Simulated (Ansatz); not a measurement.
**Run report: Ti2O, single-point calculation**

System: Ti2O (3 atoms in the cell).
Method: DFT PBEsol, scalar-relativistic, plane waves, PAW, no spin polarisation (Ansatz 0.2.0).

The structure derives from an entry of the Crystallography Open Database. It belongs to a series of runs on one base structure; here: kmesh: [24, 24, 14] Gamma-centred. Figures and captions count atoms from 1; the log counts them from 0 in places.

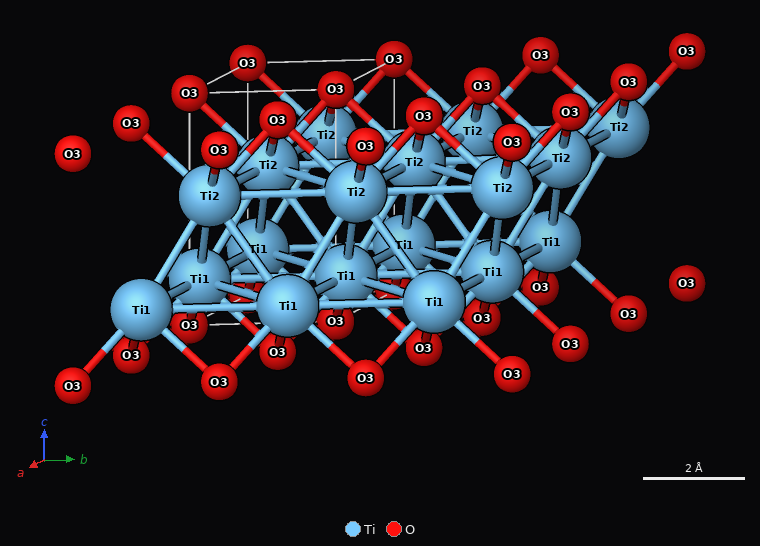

The input geometry (ball-and-stick view of the cell of the calculation, repeated 3 × 3 × 1, seen slightly off an axis; atoms are numbered from 1 in the order of the input). An atom can appear more than once, as a periodic image.

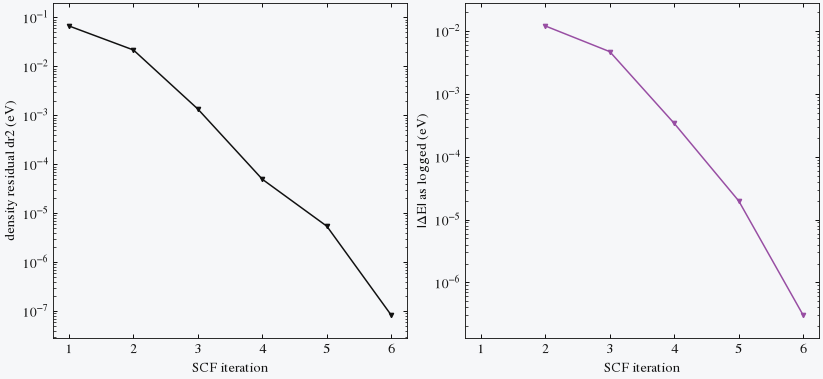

Convergence of the self-consistent field: density residual dr2 and size of the energy change against the SCF iteration. The residual falls at every step.

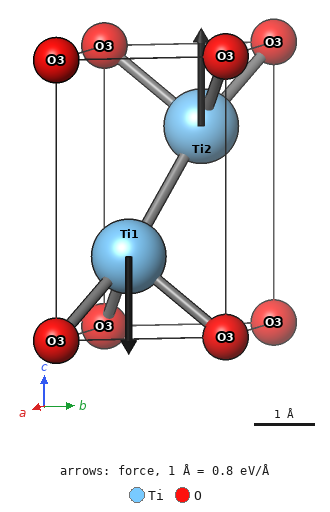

Forces on the atoms as black arrows (ball-and-stick view of the cell of the calculation, seen at an oblique angle; atoms are numbered from 1 in the order of the input). The largest act on Ti1, Ti2 (1.33 eV/Å). The geometry is not a stationary point of this energy.

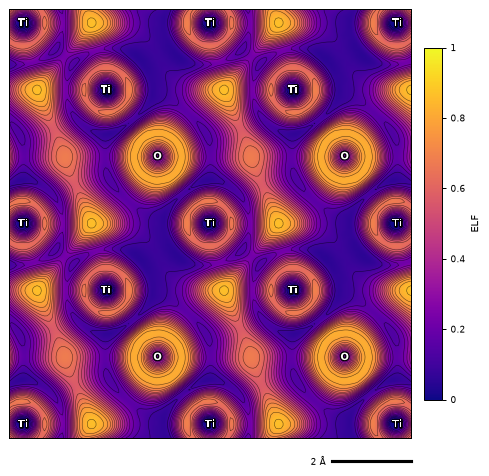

Electron localisation function on the (110) plane of the conventional cell. Atoms in the plane: Ti and O. Ti–O (2.14 Å): the ELF is about 0.10 at the midpoint (a polar contact without a shared pair, in a metal). Ti–Ti (2.68 Å): the ELF is about 0.25 at the midpoint (no shared electron pair).  The strong features right at Ti lie inside the PAW spheres (semicore, d or f shells) and say nothing about bonding. The fields are those of the smooth PAW valence density.

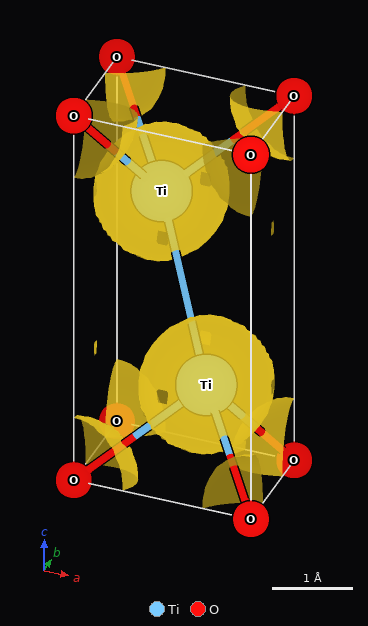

Isosurface of the valence electron density at 0.8 e/Å³ (yellow), seen slightly off an axis. Sticks mark near contacts. The outline is the cell set on symmetry axes. At this value the density breaks into separate islands; it holds about 70 % of the electrons treated as valence (semicore included). It is pinched off along the Ti–O (2.14 Å), Ti–Ti (2.68 Å) and Ti–Ti (2.92 Å) contacts. On the grid the lowest density along these lines, outside the cores, is 0.44 e/Å³ (Ti–O, 2.14 Å), 0.27 e/Å³ (Ti–Ti, 2.68 Å) and 0.2 e/Å³ (Ti–Ti, 2.92 Å).

These pictures come from the run below.

### Input file
```yaml
crystal:
  lattice:
    - [2.9193980238, 0.0, 0.0]
    - [-1.4596990119, 2.5282728524, 0.0]
    - [0.0, 0.0, 4.713]
  atoms:
    - { symbol: Ti, position: [0.6666666667, 0.3333333333, 0.27874] }
    - { symbol: Ti, position: [0.3333333333, 0.6666666667, 0.72126] }
    - { symbol: O, position: [0.0, 0.0, 0.0] }
basis:
  ecutwfc: 420
kpoints:
  mp_grid: { grid: [24, 24, 14] }
hamiltonian:
  xc: pbesol
scf:
  occupations: { method: gaussian, width: 0.1 }
output:
  forces: true
  stress: true
  eigenvalues: true
  write_density: true
  write_potential: true
  elf: true
  volumetric_format: npy
```

Command:
```bash
ansatz run input.yaml --threads 1 --pin off --max-ram 2560MiB --backend cpu --events-out ev --progress --plain --runs-dir out
```

### Output
```
Engine: ansatz 0.2.0, x86_64-unknown-linux-gnu
Pseudopotentials: kind: paw
Pseudopotential: Ti, paw, valence charge 12, recommended cutoff 420 eV (normal), Ti.paw.azcp
Pseudopotential: O, paw, valence charge 6, recommended cutoff 420 eV (normal), O.paw.azcp
Functional definition: PBEsol
  exchange = pbesol_x
  correlation = pbesol_c
Crystal: 3 atoms, lattice volume = 34.787 Å³
Basis set: ecut = 420 eV, 687 PW (Γ), exchange–correlation on 40×40×64 points (8 copies of the dense FFT grid, shifted against one another)
Bands: 19, of which v1, the nominal top of the filled ones, is band 15 counted from 1 (14 counted from 0)
Symmetry: 12 space group operations
Space group: P-3m1 (ITA 164), of the structure as read, at distance tolerance 3.3e-5 Å
k-points: 776 of 8064
Non-local potential: Ti, projectors of the file, l = 0: 3, l = 1: 2, l = 2: 3, l = 3: 1
Non-local potential: O, projectors of the file, l = 0: 2, l = 1: 2, l = 2: 1
PAW form: soft (Blöchl's): semilocal exchange-correlation on the pseudo side does not see the compensation charge
PAW frozen core: Ti, regenerated for the run's functional, and the local potential with it (the file was generated under x = pbe(κ = 0.804, μ = 0.2195149727645171), c = pbe(β = 0.06672455060314922))
PAW frozen core: O, regenerated for the run's functional, and the local potential with it (the file was generated under x = pbe(κ = 0.804, μ = 0.2195149727645171), c = pbe(β = 0.06672455060314922))
PAW one-centre angular grid: Ti, 590 points (default); XC on 64 Gauss nodes
PAW one-centre angular grid: O, 110 points (default); XC on 64 Gauss nodes
Initial density: superposition of atomic densities (neutral atoms: chi_scale 0, normalization atom), corrected by the library's trained network
Initial wavefunctions: pseudopotential atomic-orbital guess
Functional: x = pbesol(κ = 0.804, μ = 0.12345679012345678), c = pbesol(β = 0.046)
SCF iter   1: F=—  HF=-5511.741710 eV  |F-HF|=—  |Δ(HF+E_count)|=         —  Δρ=1.38e-2  dr2=6.69e-2  ethr=1.77e-3  ⟨swp⟩=4.2  Hψ=55165  notcnv=0
preconditioner: auto → none  [metal: Δε(μ)=0.008 eV  Ē_g=8.076 eV  σ=0.100 eV  W_gap=0.05  n_scr=8 (ndim 8)  ℏωp=23.6 eV  f_vac=0.000  D(μ)=0.82/eV (n_scr^D=2)  sad-step TF]
SCF iter   2: F=—  HF=-5511.729743 eV  |F-HF|=—  |Δ(HF+E_count)|=   1.20e-2  Δρ=6.50e-3  dr2=2.16e-2  ethr=2.23e-4  ⟨swp⟩=2.0  Hψ=23961  notcnv=0
SCF iter   3: F=—  HF=-5511.725066 eV  |F-HF|=—  |Δ(HF+E_count)|=   4.68e-3  Δρ=1.51e-3  dr2=1.34e-3  ethr=7.19e-5  ⟨swp⟩=2.0  Hψ=19631  notcnv=0
SCF iter   4: F=—  HF=-5511.724729 eV  |F-HF|=—  |Δ(HF+E_count)|=   3.38e-4  Δρ=4.14e-4  dr2=4.93e-5  ethr=4.46e-6  ⟨swp⟩=2.0  Hψ=23070  notcnv=0
SCF iter   5: F=—  HF=-5511.724709 eV  |F-HF|=—  |Δ(HF+E_count)|=   1.98e-5  Δρ=1.36e-4  dr2=5.43e-6  ethr=1.64e-7  ⟨swp⟩=2.0  Hψ=22837  notcnv=0
SCF iter   6: F=-5511.724709 eV  HF=-5511.724709 eV  |F-HF|=1.48e-7  |Δ(HF+E_count)|=   3.01e-7  Δρ=2.91e-5  dr2=8.24e-8  ethr=3.33e-10  ⟨swp⟩=6.1  Hψ=93152  notcnv=0
SCF 1 converged in 6 iterations: F = -5511.724709 eV  dr2 = 8.24e-8
  greatest PAW one-centre occupation: 0.999 electrons in one spin orbital (limit 2), on the Ti atom at site 1 (counted from 0), in its partial waves of l = 0
SCF converged after 6 iterations
Free energy (F): -5511.724709 eV
Harris-Foulkes:  -5511.724709 eV  (|F-HF|=1.48e-7)
Internal energy: -5511.720526 eV  (E = F + TS)
E sigma→0 (E₀):  -5511.722617 eV
Entropy (-TS):   -0.004183 eV (-1.394 meV/atom)
Fermi energy:    16.006746 eV
--- Per-component energies (eV) ---
  E_band       = -237.045588
  E_kinetic    = 725.282709
  E_local      = -1665.411370  (includes V_loc(G=0)·N_el)
  E_nonlocal   = 65.830375
  E_hartree    = 677.043861
  E_xc         = -269.142267
  E_vxc        = -340.446085  (∫ρ·V_xc dr)
  E_paw        = -2197.283964  (= ΣΔE_a)
  E_vpaw       = -376.387497  (= ΣTr[D̂ρ^β])
  E_aug_tail   = 0.002618  (compensation charges beyond the density's cutoff)
  E_ewald      = -2848.356544
  E_core_change = 0.314057  (= ΣΔE_core)
  E_smearing   = -0.004183  (= −TS)
  E_closure    = 0.000000  (closes the sum)
  Σ components = -5511.724709   (vs F -5511.724709, Δ=0.00e0)
--- Forces (eV/Å), atoms counted from 1 ---
  atom   1  Ti    -0.00000000     0.00000000    -1.32633386
  atom   2  Ti     0.00000000    -0.00000000     1.32633386
  atom   3  O      0.00000000     0.00000000     0.00000000
  max |Σ_I F_I| component: 9.25e-18 eV/Å
--- Stress (GPa, compression-positive) ---
        2.810538      -0.000000      -0.000000
        0.000000       2.810538      -0.000000
       -0.000000       0.000000       7.669782
  P = ⅓ Tr σ = 4.4303 GPa (44.303 kbar)
--- Band table (eV; the first three rows and the last of 776) ---
  k-point 0: bands = ["-40.8960", "-40.7102", "-17.7521", "-16.9578", "-16.9578", "-16.8445", "-16.8303", "-16.8303", "-4.9988", "8.3493", "10.2191", "10.2191", "12.2692", "15.5634", "16.3486", "16.4365", "16.4365", "16.9305", "16.9305"]
  k-point 1: bands = ["-40.8946", "-40.7116", "-17.7423", "-16.9572", "-16.9572", "-16.8557", "-16.8309", "-16.8309", "-4.9949", "8.3211", "10.2142", "10.2142", "12.3326", "15.4894", "16.4310", "16.4387", "16.4387", "16.8995", "16.8995"]
  k-point 2: bands = ["-40.8906", "-40.7158", "-17.7135", "-16.9554", "-16.9554", "-16.8886", "-16.8327", "-16.8327", "-4.9838", "8.2460", "10.2010", "10.2010", "12.5130", "15.3257", "16.4115", "16.4115", "16.6174", "16.9072", "16.9072"]
  k-point 775: bands = ["-40.7073", "-40.7073", "-17.4810", "-17.4810", "-17.3710", "-17.2601", "-16.9377", "-16.9377", "-4.4218", "8.4025", "8.4025", "9.1107", "14.3401", "15.1483", "15.1483", "17.4165", "17.4165", "17.6638", "18.8290"]
```

### Results in brief

| quantity | value |
| --- | --- |
| outcome | converged |
| space group (tolerance 0.01 Å) | P-3m1 (164) |
| electrons treated | 30 |
| free energy | −5511.7247 eV |
| Fermi energy | 16.007 eV |
| gap on the k-point mesh | none (metallic) |
| pressure | 4.43 GPa |
| largest force (length of the vector) | 1.326 eV/Å |
| hardware | 1 thread of Intel Xeon @ 2.50GHz (Skylake/Cascade Lake), 189 GiB of memory available, shared host |
| wall time | 58 s |
| peak memory | 0.68 GiB |
